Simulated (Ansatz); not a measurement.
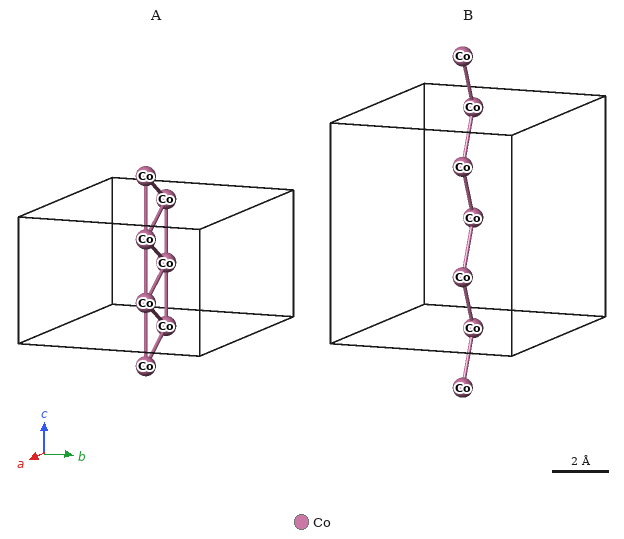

Two geometries of a wire of composition Co, drawn at one scale. One is the start of a relaxation, the other its converged end. Style: ball-and-stick. Shown: the 2 repeat of the cell, with the vacuum cut short, from a free direction.

Computed with Ansatz, DFT PBE, scalar-relativistic, plane waves, PAW. (plane-wave cutoff 420 eV; k-point mesh 1 × 1 × 16; occupations gaussian; smearing width 0.05 eV; collinear spin; cell relaxed at fixed a, b, alpha, beta, gamma; force threshold 0.01 eV/Å; at most 45 steps)

Question: Which one is relaxed?

Answer: Structure A is the relaxed one. Case: zigzag chain of atoms. Over 12 accepted moves (14 points after the start) the energy falls by 1.232 eV per cell of the calculation. The largest force component goes from 0.13 to 0.00037 eV/Å. The line search rejected the trial step at point 10 of the run. At 1 point the geometry stayed and the basis and grid were re-selected for the new cell (energy shift of 5.6 meV per cell of the calculation at most each time). The largest moves relative to the layer's centre, 0.47 Å, are those of Co atoms. Along the periodic axis the drawn cell goes c 8.027 → 4.607 Å (−42.6 %). Some distances before and after: Co–Co 4.014 → 2.304 Å, Co–Co 2.244 → 2.264 Å. New bonds form: Co–Co (4.01 → 2.30 Å). Bond angles that change, for instance: Co–Co–Co 126.9° → 61.2°.

Limits of the set-up: the k-point mesh is coarse for a cell with partly filled bands.
